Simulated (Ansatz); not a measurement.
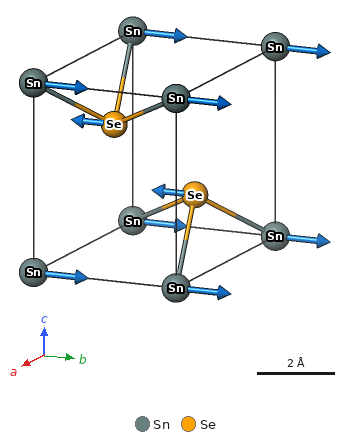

Phonons of crystalline SnSe2 relaxed at 3 GPa, space group P-3m1 (No. 164), at the zone centre. The optical levels lie at 139 (×2), 148 (×2), 172, 237 cm⁻¹. One mode is drawn. The blue arrows give the relative displacements of the atoms. A ball-and-stick model of the cell of the calculation, seen from a free direction.

Computed with Ansatz 0.2.0, DFT PBE+D3(BJ), scalar-relativistic, plane waves, PAW. (plane-wave cutoff 420 eV; k-point mesh 12 × 12 × 8; occupations fermi dirac; smearing width 0.15 eV; target pressure 3 GPa; no spin polarisation)

The frequencies depend somewhat on the k-mesh and the smearing.

### Which of these frequencies is the drawn mode's?

The level at 148 cm⁻¹. This is the E_u mode (doubly degenerate; one member of the set is drawn), optical level 2 of 4, counted from below, infrared-active by symmetry. The Sn sublattice moves against the Se sublattice, along b; the kinetic energy is shared as Sn 57 %, Se 43 %. The crystal is a metal, so free carriers screen the infrared response.
